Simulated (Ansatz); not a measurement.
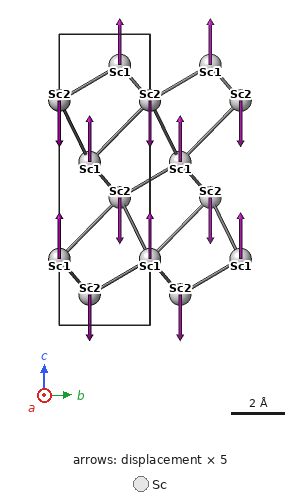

A relaxation of solid Sc (built on the grey arsenic (A7)_166 type) (coarse preliminary run). The starting structure is drawn; purple arrows show the displacements (the part carried along by the change of the cell is left out), magnified 5 times.

Style: ball-and-stick. Shown: the conventional cell (3 times the calculation's cell), repeated 1 × 2 × 1 with one cell outlined, along the a axis. Lengths and directions refer to the drawn axes.

Case: grey arsenic (A7) type (R-3m, No. 166).

These are results of DFT PBE, scalar-relativistic, plane waves, PAW (Ansatz), not measurements.

Input file:
```yaml
crystal:
  lattice:
    - [2.0115675134, 1.1613790454, 3.7302107806]
    - [-2.0115675134, 1.1613790454, 3.7302107806]
    - [0.0, -2.3227580907, 3.7302107806]
  atoms:
    - { symbol: Sc, position: [0.22754, 0.22754, 0.22754] }
    - { symbol: Sc, position: [0.77246, 0.77246, 0.77246] }
basis:
  ecutwfc: 420
kpoints:
  mp_grid: { grid: [6, 6, 6] }
hamiltonian:
  xc: pbe
scf:
  occupations: { method: gaussian, width: 0.1 }
  lower_state_search: "off"
output:
  forces: true
  stress: true
  eigenvalues: true
relax:
  adjacent_minimum: "off"
  f_tol: 0.04
  max_steps: 70
  cell: { stress_tol: 0.4 }
```

> What happened in the run?

The largest moves relative to the cell, 0.36 Å, are those of Sc1 and Sc2. Sc2 goes along −c. The volume changes by −5.6 %, with a = b 4.023 → 3.259 Å (−19.0 %), c 11.191 → 16.108 Å (+43.9 %). Among the contacts that change: Sc1–Sc1 4.023 → 3.259 Å, Sc1–Sc2 2.693 → 3.278 Å, Sc1–Sc2 (another image) 3.317 → 3.278 Å. Bond angles that change, for instance: Sc2–Sc1–Sc2 96.7° → 59.6°, Sc2–Sc1–Sc2 93.4° → 120.4°, Sc2–Sc1–Sc2 164.8° → 180.0°. The space group stays R-3m (No. 166). After 12 accepted moves (14 points after the start) the energy has fallen by 1027 meV per atom. Largest force component: 2.3 eV/Å at the start, 0.00081 eV/Å at the end. The pressure goes from 0.25 to −0.02 GPa. The SCF was repeated twice at an unchanged geometry on a basis and grid sized afresh for the cell, which shifted the energy by 41.3 meV per atom at most.
